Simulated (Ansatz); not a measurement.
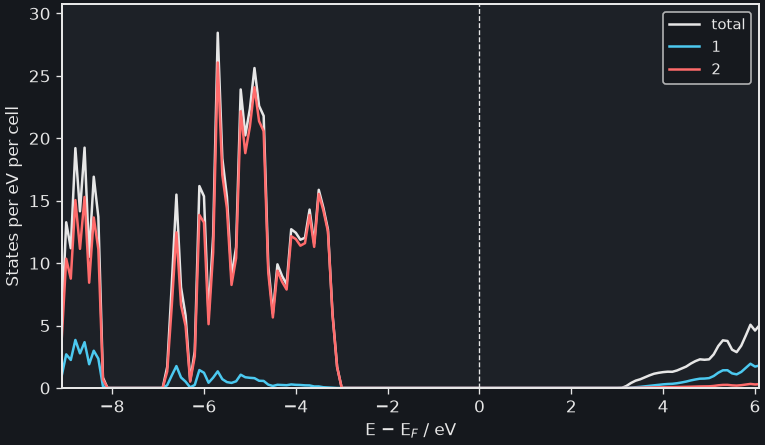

Density of states. Energies are counted from the Fermi level. The partial curves are projected on Löwdin-orthogonalised atomic shells; they sum to less than the total at higher energies, where shells without a projector contribute.

System: SiO2, space group Pmma (No. 51), 18 atoms in the cell.

Method: DFT r2SCAN, scalar-relativistic, plane waves, PAW, no spin polarisation, 4×4×4 k mesh, 500 eV cutoff (Ansatz 0.2.0).

Question: Assign each number in the legend. The candidates: O 2p, Si 3p.

Answer: 1 is Si 3p; 2 is O 2p.

Question: Is there a gap at the Fermi level, and how wide?

Answer: There is a gap; over the k points computed it is 6.17 eV.
